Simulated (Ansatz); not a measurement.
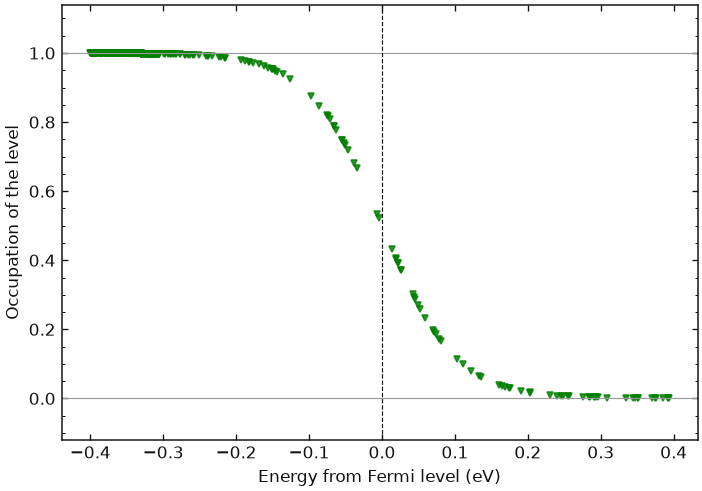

Occupations of the one-electron levels of the k mesh against their energy, from a run on Yb, space group P6_3/mmc (No. 194), 2 atoms in the cell, with Ansatz.

Which smearing scheme was used (Fermi-Dirac, Gaussian, Methfessel-Paxton or cold), and about what width?

Answer. Fermi-Dirac smearing with a width of 0.05 eV. The occupations stay between 0 and 1 and have long exponential tails; the slope at the Fermi level is 1/(4 × width).
